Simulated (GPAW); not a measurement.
## Dielectric function and optical constants of GaP

Wanted: where GaP starts to absorb, how strongly, and its refractive index.

Calculated with GPAW 26.7.0; DFT, PBE, plane-wave PAW (GPAW data sets), scalar-relativistic, RPA, optical limit.

## (1) The starting structure

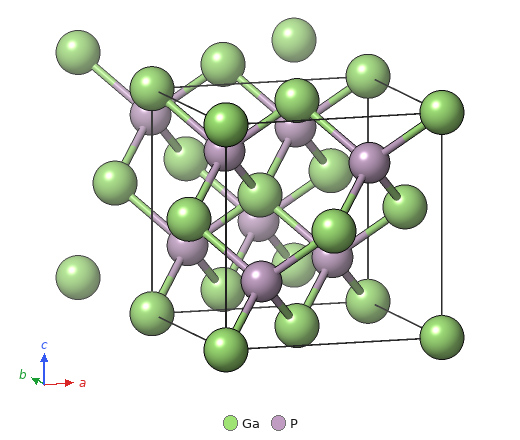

The cell as given, slightly off an axis (gallium green, phosphorus pink). 1×2×1 cells are drawn. This picture shows the conventional cell, with its axes. Bonds to atoms that aren't drawn are left out. Some periodic images of atoms are drawn too.

As a file:

```cif
data_structure
_symmetry_space_group_name_H-M 'P 1'
_symmetry_Int_Tables_number 1
_cell_length_a 3.8541
_cell_length_b 3.8541
_cell_length_c 3.8541
_cell_angle_alpha 60.000
_cell_angle_beta 60.000
_cell_angle_gamma 60.000
_cell_volume 40.48
loop_
_atom_site_label
_atom_site_type_symbol
_atom_site_fract_x
_atom_site_fract_y
_atom_site_fract_z
_atom_site_occupancy
Ga1 Ga 0.00000 0.00000 0.00000 1
P2 P 0.75000 0.75000 0.75000 1
```

## (2) Ground state

The self-consistent density comes first; it also tells whether there is a gap, which decides the occupations and the need for a Drude term.

This step: DFT, PBE, plane-wave PAW (GPAW data sets), scalar-relativistic, ground state (GPAW 26.7.0).

Input file gs.py:

```python
from ase import Atoms
from ase.dft.bandgap import bandgap
from gpaw import GPAW, PW, FermiDirac

atoms = Atoms(['Ga', 'P'],
              cell=[[0.000000000000, 2.725250000000, 2.725250000000],
                    [2.725250000000, 0.000000000000, 2.725250000000],
                    [2.725250000000, 2.725250000000, 0.000000000000]],
              scaled_positions=[[0.000000000000, 0.000000000000, 0.000000000000],
                                [0.750000000000, 0.750000000000, 0.750000000000]],
              pbc=[True, True, True])
atoms.calc = GPAW(mode=PW(500), xc='PBE', kpts={'size': (7, 7, 7), 'gamma': True},
                  occupations=FermiDirac(0.05), maxiter=150, txt='gs.txt')
print('energy (eV)', atoms.get_potential_energy())
print('Fermi level (eV)', atoms.calc.get_fermi_level())
print('valence electrons', atoms.calc.get_number_of_electrons())
print('gap (eV)', bandgap(atoms.calc, output=None)[0])
print('direct gap (eV)', bandgap(atoms.calc, direct=True, output=None)[0])
atoms.calc.write('gs.gpw')
```

Started as:

```
$ OMP_NUM_THREADS=1 python gs.py
```

Numbers of over 12 decimals in the logs are rounded to 6 here.

Log:

```text
__  _  _
 | _ |_)|_||  |
 |__||  | ||/\| - 26.7.0

Versions:
  Python: 3.12.14
  ASE:    3.29.0
  Numpy:  2.5.5
  Scipy:  1.18.1
  Libxc:  7.0.0

Input parameters:
  mode=PW(ecut=500.0),
  kpts=MonkhorstPack(size=(7, 7, 7), gamma=True),
  maxiter=150,
  occupations=Occupations(name='fermi-dirac', width=0.05, fixmagmom=False),
  xc=XC(name='PBE')

Diagonalizing LCAO Hamiltonian
Converting LCAO to pw mode

                    P

       Ga

Atoms  # Å, Bohr magnetons
|   | symbol |        x |        y |        z |    initial magnetic moments |
| 0 |     Ga | 0.000000 | 0.000000 | 0.000000 | ( 0.0000,  0.0000,  0.0000) |
| 1 |      P | 4.087875 | 4.087875 | 4.087875 | ( 0.0000,  0.0000,  0.0000) |

Unit cell  # Å
| periodic |        x |        y |        z |  lengths |    angles |
|      yes | 0.000000 | 2.725250 | 2.725250 | 3.854086 | 60.000000 |
|      yes | 2.725250 | 0.000000 | 2.725250 | 3.854086 | 60.000000 |
|      yes | 2.725250 | 2.725250 | 0.000000 | 3.854086 | 60.000000 |

Number of symmetries: 24
Symmetry operations  # r_c * U_cc + t_c -> r_c
|    | kind |            matrix            |
|  0 |  E   |  1, 0, 0,  0, 1, 0,  0, 0, 1 |
|  1 |  σ   |  1, 0, 0,  0, 0, 1,  0, 1, 0 |
|  2 |  σ   |  1, 0,-1,  0, 1,-1,  0, 0,-1 |
|  3 |  C3  |  1, 0,-1,  0, 0,-1,  0, 1,-1 |
|  4 |  C3  |  1,-1, 0,  0,-1, 1,  0,-1, 0 |
|  5 |  σ   |  1,-1, 0,  0,-1, 0,  0,-1, 1 |
|  6 |  σ   |  0, 1, 0,  1, 0, 0,  0, 0, 1 |
|  7 |  C3  |  0, 1, 0,  0, 0, 1,  1, 0, 0 |
|  8 |  C2  |  0, 1,-1,  1, 0,-1,  0, 0,-1 |
|  9 |  S4  |  0, 1,-1,  0, 0,-1,  1, 0,-1 |
| 10 |  C3  |  0, 0, 1,  1, 0, 0,  0, 1, 0 |
| 11 |  σ   |  0, 0, 1,  0, 1, 0,  1, 0, 0 |
| 12 |  S4  |  0, 0,-1,  1, 0,-1,  0, 1,-1 |
| 13 |  C3  |  0, 0,-1,  0, 1,-1,  1, 0,-1 |
| 14 |  S4  |  0,-1, 1,  1,-1, 0,  0,-1, 0 |
| 15 |  C2  |  0,-1, 1,  0,-1, 0,  1,-1, 0 |
| 16 |  C3  |  0,-1, 0,  1,-1, 0,  0,-1, 1 |
| 17 |  S4  |  0,-1, 0,  0,-1, 1,  1,-1, 0 |
| 18 |  S4  | -1, 1, 0, -1, 0, 1, -1, 0, 0 |
| 19 |  C3  | -1, 1, 0, -1, 0, 0, -1, 0, 1 |
| 20 |  C3  | -1, 0, 1, -1, 1, 0, -1, 0, 0 |
| 21 |  S4  | -1, 0, 1, -1, 0, 0, -1, 1, 0 |
| 22 |  σ   | -1, 0, 0, -1, 1, 0, -1, 0, 1 |
| 23 |  C2  | -1, 0, 0, -1, 0, 1, -1, 1, 0 |

BZ-sampling:
  Number of BZ points: 343
  Number of IBZ points: 20

  Monkhorst-Pack size: [7, 7, 7]
  Monkhorst-Pack shift: [0, 0, 0]

K-points  # in reciprocal-cell coordinates
|     |                                coordinates |     weight |
|   0 | (  0.00000000,   0.00000000,   0.00000000) | 0.00291545 |
|   1 | (  0.14285714,   0.14285714,   0.00000000) | 0.01749271 |
|   2 | (  0.14285714,   0.14285714,   0.14285714) | 0.02332362 |
|   3 | (  0.28571429,   0.14285714,   0.14285714) | 0.03498542 |
|   4 | (  0.28571429,   0.28571429,   0.00000000) | 0.01749271 |
|   5 | (  0.28571429,   0.28571429,   0.14285714) | 0.06997085 |
|   6 | (  0.28571429,   0.28571429,   0.28571429) | 0.02332362 |
|   7 | (  0.42857143,  -0.28571429,  -0.28571429) | 0.03498542 |
|   8 | (  0.42857143,   0.28571429,  -0.42857143) | 0.13994169 |
|   9 | (  0.42857143,   0.28571429,  -0.28571429) | 0.06997085 |
| ... |                                            |            |
|  19 | (  0.42857143,   0.42857143,   0.42857143) | 0.02332362 |

Plane wave coefficients: 1040
Cutoff: 500.0 eV

Spin-components: 1 (collinear spins)
Bands:           8
Projectors:      10
Spin-degeneracy: 2
Datatype:        complex128

Parallelization:
  kpt:    1
  domain: 1
  band:   1

Density:
  Valence electrons: 8.0
  Components: 1
  Grid points: [20 20 20]
  Charge: 0.0  # |e|

Potential:
  Grid points: [20 20 20]

species:
  Ga:
    name:    Gallium
    id:
    Z:       31.0
    valence: 3
    core:    28
    charge:  0.0  # [|e|]
    compensation charges:
      type: gauss
      rc: 0.37  # [Å]
      lmax: 2
    cutoffs:
      filter: 2.06  # [Å]
      core: 4.17  # [Å]
    projectors
    | kind |    occ | energy [eV] | rcut [Å] |
    |   4s |  2.000 |      -8.945 |    1.164 |
    |   4p |  1.000 |      -2.580 |    1.164 |
    |    s |        |      18.266 |    1.164 |
    |    p |        |      24.631 |    1.164 |
    |    d |        |       0.000 |    1.164 |

    Using partial waves for Ga as LCAO basis

  P:
    name:    Phosphorus
    id:
    Z:       15.0
    valence: 5
    core:    10
    charge:  0.0  # [|e|]
    compensation charges:
      type: gauss
      rc: 0.30  # [Å]
      lmax: 2
    cutoffs:
      filter: 1.69  # [Å]
      core: 1.81  # [Å]
    projectors
    | kind |    occ | energy [eV] | rcut [Å] |
    |   3s |  2.000 |     -13.968 |    0.953 |
    |   3p |  3.000 |      -5.506 |    0.953 |
    |    s |        |      13.244 |    0.953 |
    |    p |        |      21.705 |    0.953 |
    |    d |        |       0.000 |    0.953 |

    Using partial waves for P as LCAO basis

Reference energy: -62187.585188  # eV

eigensolver:
  PPCG
  Converge bands: occupied
  niter=2

density mixing:
  MSR1-Mixer
  Pratt-step length: 0.05
  Maximum mixing coefficient: 0.75
  Old densities: 10
  SVD Regularization: 0.005
  Good broyden scale: 1.0
  Trust region scale: 1.0
  Backstep threshold: 4.0
  History deletion threshold: 6.0
  Fourier metric: weight=20.0, sigma=0.015

occupation numbers:
  Fermi-Dirac:
    width: 0.0500  # eV

poisson solver:
  ecut: 4000.0  # eV

xc functional:
  name: PBE with 2 nearest neighbor stencil

convergence criteria:
- Maximum [total energy] change in last 3 cyles: 0.0005 eV / valence electron
- Maximum integral of absolute [dens]ity change: 0.0001 electrons / valence electron
- Maximum integral of absolute [eigenst]ate change: 4e-08 eV^2 / valence electron
maximum number of iterations: 150

SCF iterations
|iter     |      energy | eigst |  dens |
|iter:   1||   -9.214329 | -0.28 |       |
|iter:   2||   -9.180848 | -2.24 | -0.83 |
|iter:   3||   -9.031649 | -1.74 | -0.87 |
|iter:   4||   -9.032694 | -3.18 | -1.50 |
|iter:   5||   -9.033008c| -4.24 | -2.04 |
|iter:   6||   -9.033052c| -5.52 | -2.76 |
|iter:   7||   -9.033053c| -6.94 | -3.81 |
|iter:   8||   -9.033053c| -7.98c| -4.41c|

Converged in 8 steps
SCF loop duration: 1.743 s (0.218 s/step)
Energy contributions relative to reference atoms: (reference = -62187.585188)

Energy contributions:
  Kinetic:          24.597510
  Coulomb:         -21.581859
  Zero:              0.014509
  External:          0.000000
  Xc:              -12.063213
  Entropy:          -0.000000
  Spinorbit:         0.000000
  ----------------------------
  Free energy:      -9.033053
  Extrapolated:     -9.033053

dipole moment: (-10.816895, -10.816895, -10.816895)  # |e|*Ang

Fermi level: 5.742
Eigenvalues  # (at kpt = [0.000, 0.000, 0.000])
| band index |      eig [eV] | occ [0-2] |
|          0 |        -7.507 |     2.000 |
|          1 |         4.956 |     2.000 |
|          2 |         4.956 |     2.000 |
|          3 |         4.956 |     2.000 |
|          4 |         6.850 |     0.000 |
|          5 |         8.886 |     0.000 |
|          6 |         8.886 |     0.000 |
|          7 |         8.886 |     0.000 |

Gap: 1.613 eV
Transition (v -> c):
  (s=0, k=0, n=3, [0.00, 0.00, 0.00]) -> (s=0, k=16, n=4, [0.43, 0.43, 0.00])
Direct/indirect transitions are different
Direct gap: 1.894 eV
Transition at: (s=0, k=0, n=3, [0.00, 0.00, 0.00])

--- standard output ---
energy (eV) -9.033053
Fermi level (eV) 5.742265
valence electrons 8.0
gap (eV) 1.613326
direct gap (eV) 1.894437
```

The job ended after 2.7 s (1 thread of Arm Neoverse V2, shared host; peak memory 0.13 GiB).

This step gave:

- energy: -9.033 eV
- Fermi energy: 5.742 eV
- gap on the k-mesh: 1.613 eV
- direct gap on the mesh: 1.894 eV
- electrons: 8

There is a gap, 1.61 eV on this mesh (points off the mesh can give less), so no carriers' term is needed.

## (3) Bands for the response

At the fixed density, many empty bands are solved on the mesh of the response, since the spectrum sums over them.

This step: DFT, PBE, plane-wave PAW (GPAW data sets), scalar-relativistic, bands at fixed density (GPAW 26.7.0).

Input file nscf.py:

```python
from ase.dft.bandgap import bandgap
from gpaw import GPAW, FermiDirac

calc = GPAW('gs.gpw').fixed_density(kpts={'size': (11, 11, 11), 'gamma': True}, nbands=32, convergence={'bands': 26},
                                    occupations=FermiDirac(0.001), txt='nscf.txt')
print('gap (eV)', bandgap(calc, output=None)[0])
print('direct gap (eV)', bandgap(calc, direct=True, output=None)[0])
print('top band over the Fermi level (eV)', min(calc.get_eigenvalues(kpt=k)[25] for k in range(len(calc.get_ibz_k_points()))) - calc.get_fermi_level())
calc.write('full.gpw', mode='all')
```

Started as:

```
$ OMP_NUM_THREADS=1 python nscf.py
```

Log:

```text
Diagonalizing LCAO Hamiltonian
Converting LCAO to pw mode
convergence criteria:
- Maximum integral of absolute [eigenst]ate change: 4e-08 eV^2 / valence electron
maximum number of iterations: 150

SCF iterations
|iter     |      energy | eigst |  dens |
|iter:   1||             | +3.43 |       |
|iter:   2||             | +1.60 |       |
|iter:   3||             | -0.69 |       |
|iter:   4||             | -2.22 |       |
|iter:   5||             | -3.93 |       |
|iter:   6||             | -5.31 |       |
|iter:   7||             | -6.79 |       |
|iter:   8||             | -7.59c|       |
SCF steps: 8
  __  _  _
 | _ |_)|_||  |
 |__||  | ||/\| - 26.7.0

Versions:
  Python: 3.12.14
  ASE:    3.29.0
  Numpy:  2.5.5
  Scipy:  1.18.1
  Libxc:  7.0.0

Input parameters:
  mode=PW(ecut=500.0),
  convergence={'bands': 26},
  gpts=array([20, 20, 20]),
  kpts=MonkhorstPack(size=(11, 11, 11), gamma=True),
  maxiter=150,
  nbands=32,
  occupations=Occupations(name='fermi-dirac', width=0.001, fixmagmom=False),
  parallel={},
  xc=XC(name='PBE')

--- standard output ---
gap (eV) 1.625680
direct gap (eV) 1.894437
top band over the Fermi level (eV) 27.907888
```

The job ended after 18 s (1 thread; peak memory 0.17 GiB).

Read-outs, printed or worked out from the files:

```
gap on the k-mesh : 1.626 eV
```

## (4) Dielectric function, RPA

Transitions between filled and empty bands, summed over the zone, give the optical response, so mesh, band count and broadening shape it.

The induced potential is part of this response.

This step: DFT, PBE, plane-wave PAW (GPAW data sets), scalar-relativistic, RPA, optical limit (GPAW 26.7.0).

Input file df.py:

```python
from gpaw.response.df import DielectricFunction

df = DielectricFunction('full.gpw', frequencies={'type': 'nonlinear', 'domega0': 0.03, 'omega2': 8},
                        ecut=60,
                        eta=0.2,
                        nbands=26,
                        txt='df.txt')
for direction in ['x']:
    df.get_dielectric_function(xc='RPA', direction=direction, filename=f'df_{direction}.csv')
```

Started as:

```
$ OMP_NUM_THREADS=1 python df.py
```

Log:

```text
Using integrator: PointIntegrator
NonLinearFrequencyDescriptor(from 0.000 to 44.848 eV, 451 points)
Nonperiodic BCs:  [False False False]
Using integrator: PointIntegrator
NonLinearFrequencyDescriptor(from 0.000 to 44.848 eV, 451 points)
Nonperiodic BCs:  [False False False]

Calculating chi0 body with:
    Ground state adapter containing:
    Number of spins: 1
    Number of kpoints: 1331
    Number of irreducible kpoints: 56
    Number of completely occupied states: 4
    Number of partially occupied states: 4

    Linear response parametrization:
    q_c: [0.0, 0.0, 0.0]
    Number of frequency points: 451
    Planewave cutoff: 60.0
    Number of bands: 26
    Number of planewaves: 51
    Broadening (eta): 0.2

Integrating chi0 body.

Symmetries of q_c:
    Direct symmetries (Uq -> q): 24
    Indirect symmetries (TUq -> q): 24
In total 48 allowed symmetries.

56 groups of equivalent kpoints. 95.792637% reduction.

Integral kind: spectral function

Calculating chi0 optical extensions with:
    Ground state adapter containing:
    Number of spins: 1
    Number of kpoints: 1331
    Number of irreducible kpoints: 56
    Number of completely occupied states: 4
    Number of partially occupied states: 4

    Linear response parametrization:
    Number of frequency points: 451
    Planewave cutoff: 60.0
    Number of bands: 26
    Number of planewaves: 51
    Broadening (eta): 0.2
Integrating chi0 head and wings.

Symmetries of q_c:
    Direct symmetries (Uq -> q): 24
    Indirect symmetries (TUq -> q): 24
In total 48 allowed symmetries.

56 groups of equivalent kpoints. 95.792637% reduction.

Integral kind: spectral function wings
```

The job ended after 3.3 s (1 thread; peak memory 0.25 GiB).

Numbers from this step:

```
electronic dielectric constant ε∞, mean over x, y and z (by symmetry where fewer were run) : 9.552
main peak of Im epsilon, first axis                                                        : 4.463 eV
centre of weight of the strongest loss peak in the window                                  : 17.27 eV
```

The Im ε, E ∥ x has structure finer than the step of the table below, so its rows give means over 2 eV, whole bins alone (the curve runs from 0 to 21.9 eV). Peaks (eV: height): 4.5: 22.3, 5.3: 15.2.

Values under the direct gap are tails of Lorentzian lines. Table of Im ε, E ∥ x by photon energy; means over each step:

```tsv
photon energy (eV)	Im ε, E ∥ x
2	2.63
4	12.9
6	9.02
8	3.25
10	1.72
12	0.864
14	0.499
16	0.352
18	0.282
20	0.159
```

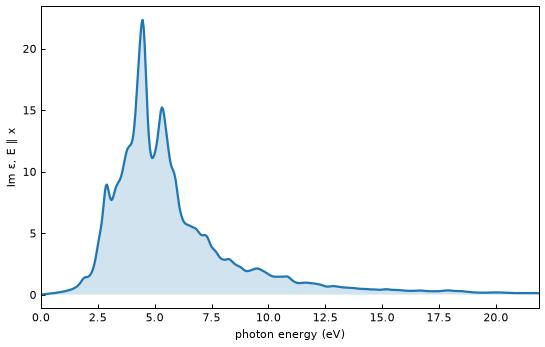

Im ε, E ∥ x against photon energy.

The Re ε, E ∥ x by photon energy:

```tsv
photon energy (eV)	Re ε, E ∥ x
0	9.55
2	12.1
4	11.3
6	-5.69
8	-2.67
10	-1.69
12	-0.928
14	-0.410
16	-0.0789
18	0.131
20	0.297
```

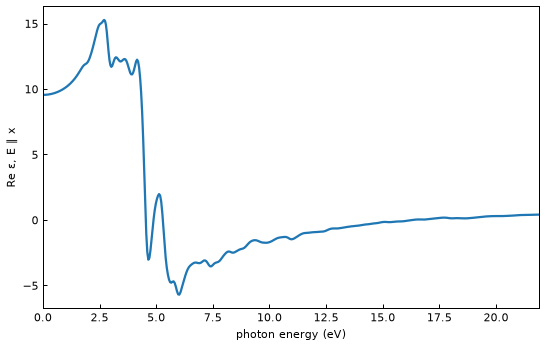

Re ε, E ∥ x against photon energy.

The reflectivity at normal incidence, E ∥ x has structure finer than the step of the table below, so its rows give means over 1 eV, whole bins alone (the curve runs from 0 to 21.9 eV). Peaks (eV: height): 4.6: 54.9, 6.0: 58.1, 11.2: 52.6.

Table of reflectivity at normal incidence, E ∥ x by photon energy; means over each step:

```tsv
photon energy (eV)	reflectivity at normal incidence, E ∥ x (%)
1	27.4
2	31.5
3	36.9
4	43.1
5	48.6
6	55.0
7	50.3
8	51.5
9	47.5
10	46.7
11	48.1
12	46.4
13	44.6
14	41.2
15	33.5
16	28.4
17	20.1
18	15.1
19	14.9
20	8.76
21	6.37
```

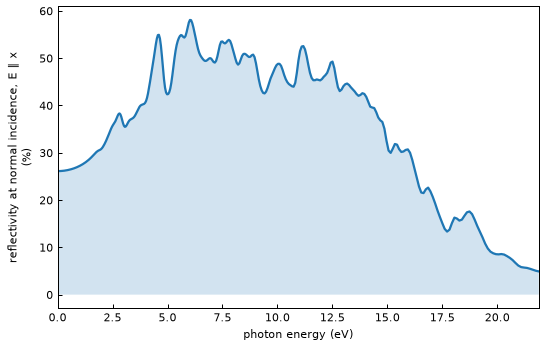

Reflectivity at normal incidence, E ∥ x, plotted against photon energy.

The Im ε, E ∥ x has structure finer than the step of the table below, so its rows give means over 1 eV, whole bins alone (the curve runs from 0 to 21.9 eV). Peaks (eV: height): without local fields 4.4: 26.6, 5.3: 17.7; with local fields 4.5: 22.3, 5.3: 15.2.

Values under the direct gap are tails of Lorentzian lines. The Im ε, E ∥ x by photon energy; means over each step:

```tsv
photon energy (eV)	without local fields	with local fields
1	0.315	0.279
2	1.76	1.60
3	8.63	7.70
4	17.8	14.4
5	16.3	14.1
6	9.05	8.49
7	5.22	5.00
8	3.09	3.06
9	2.17	2.12
10	1.54	1.71
11	1.01	1.23
12	0.723	0.882
13	0.520	0.638
14	0.367	0.491
15	0.310	0.413
16	0.233	0.338
17	0.176	0.296
18	0.157	0.311
19	0.0867	0.199
20	0.0898	0.168
21	0.0745	0.135
```

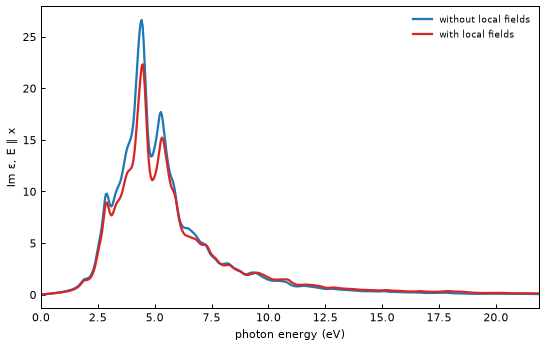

Im ε, E ∥ x against photon energy.

Refractive index n and extinction k against photon energy:

```tsv
photon energy (eV)	n	k
0	3.09	0
1	3.18	0.0402
2	3.49	0.203
3	3.61	1.14
4	3.75	1.65
5	2.54	2.26
6	1.47	2.80
7	1.15	2.14
8	0.788	1.81
9	0.633	1.53
10	0.580	1.42
11	0.478	1.30
12	0.430	1.06
13	0.374	0.888
14	0.332	0.721
15	0.374	0.547
16	0.358	0.455
17	0.418	0.342
18	0.493	0.335
19	0.457	0.203
20	0.567	0.157
21	0.616	0.106
```

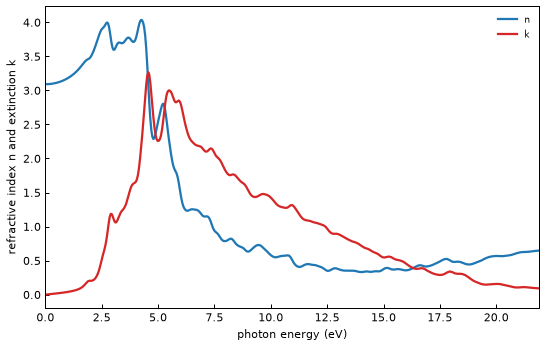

Refractive index n and extinction k, plotted against photon energy.

Optical constants at common wavelengths, from n + ik = √ε:

```tsv
wavelength (nm)	n	k	R (%)	1/α
1550	3.15	0.030	26.8	4.1 µm
633	3.47	0.203	30.7	248 nm
532	3.76	0.313	33.9	135 nm
450	3.99	0.916	38.0	39 nm
365	3.69	1.232	37.2	24 nm
248	2.54	2.258	42.4	8.7 nm
193	1.25	2.284	51.4	6.7 nm
```

Below the direct gap, k and the depth come from the tails of the Lorentzian lines, not from transitions.

Rows near the edge hang on the gap, which this functional as a rule makes too small, and phonon-assisted absorption is left out.

## (5) Outcome

| Quantity | Value |
| --- | --- |
| electronic dielectric constant ε∞, mean over x, y and z (by symmetry where fewer were run) (RPA) | 9.55 |
| main peak of Im epsilon, first axis | 4.46 eV |
| centre of weight of the strongest loss peak in the window, first axis | 17.3 eV |

**Reading.** At this level (PBE, RPA) GaP has ε∞ = 9.55 and n = 3.15 at 1550 nm, and Im ε peaks at 4.5 eV. On the mesh the gap is 1.63 eV and the least direct gap 1.89 eV, so on this mesh the band edges lie at different points. Local fields change the static value along x from 10.65 to 9.55 (-10 %). Distinct maxima of Im ε, read by a parabola through the highest points, lie at 2.89 eV (8.9), 4.46 eV (22) and 5.33 eV (15). Excitons and phonon-assisted transitions are missing; PBE gaps are as a rule too small, which pulls the onset down and ε∞ up. The sum runs over mesh points, so small or evenly spaced maxima can still be ripples of the mesh.

[Machine, clock and banner lines and Python warnings are left out of the logs.]

[Logs are printed without paths, hosts, clocks, repeated set-up lines and the standing remarks that a program may print on its own settings, such as how far it seeks lower states.]

[Hosts, paths, dates, database ids (printed as entryN), source tags and the programs' standing remarks are cut or masked in the printed files.]
